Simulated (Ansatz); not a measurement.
Input file:

```
crystal:
  lattice:
    - [0.0, 2.7525368139, 2.7525368139]
    - [2.7525368139, 0.0, 2.7525368139]
    - [2.7525368139, 2.7525368139, 0.0]
  atoms:
    - { symbol: Ga, position: [0.0, 0.0, 0.0] }
    - { symbol: P, position: [0.25, 0.25, 0.25] }
basis:
  ecutwfc: 420
kpoints:
  mp_grid: { grid: [6, 6, 6] }
  band_path:
    path:
      - [[0.0, 0.0, 0.0], [-0.5, -0.5, 0.0], [-0.375, -0.375, 0.25]]
      - [[-0.375, 0.0, 0.375], [0.0, 0.0, 0.0], [0.0, 0.0, 0.5], [-0.5, -0.25, 0.25], [-0.5, -0.5, 0.0]]
    npoints: 4
hamiltonian:
  xc: hse06
scf:
  occupations: { method: gaussian, width: 0.02 }
output:
  forces: true
  stress: true
  eigenvalues: true
  populations: true
  dos: { projected: true, de: 0.02 }
  bader: false
  write_density: true
  write_potential: true
  elf: true
  volumetric_format: npy
```

Command:

```sh
ansatz run input.yaml --threads 2 --pin off --max-ram 5120MiB --backend cpu --events-out ev --progress --plain --runs-dir out
```

Below, planes, directions and counts refer to the conventional cell (a = 5.51 Å, b = 5.51 Å, c = 5.51 Å, α = 90.00°, β = 90.00°, γ = 90.00°).

Space group F-43m.

Theory: DFT HSE06, scalar-relativistic, plane waves, PAW in Ansatz.

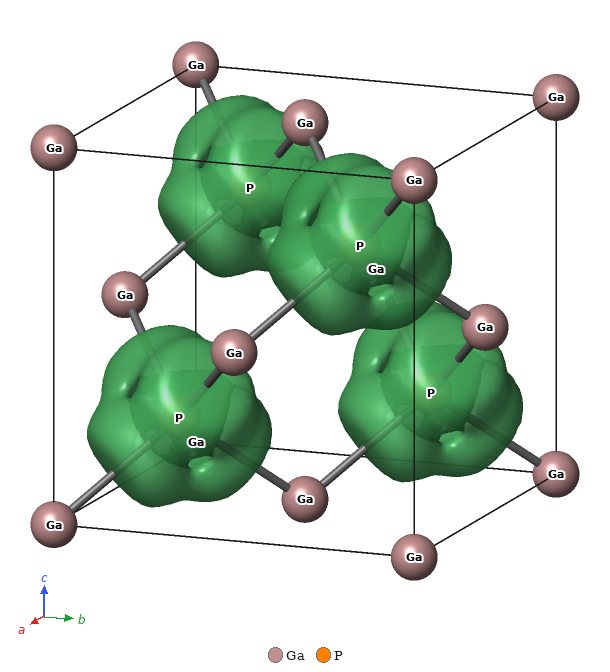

GaP. Isosurface of the electron localisation function at 0.7 (green), seen slightly off an axis. Only the valence region is drawn (cores and ρ < 0.01 e/Å³ removed). Sticks mark near contacts.

Core electrons are frozen (PAW), and the valence fields are smoothed inside the atomic spheres.

**Where are the electrons localised?**

The surface consists of four regions on P in which the atom's valence shell and bonds are merged, counted in one cell of 8 atoms. Regions shared between cells count once. Profiles from the grid: Ga–P (2.38 Å): the ELF peaks at about 0.90 in the valence shell of P, 0.9 Å from its nucleus, and is about 0.80 at the midpoint.

**Does the calculation make it a metal, or give it a gap?**

It is gapped, with a Kohn–Sham gap of 2.3 eV on the k-point mesh, an upper bound to the gap of this method.
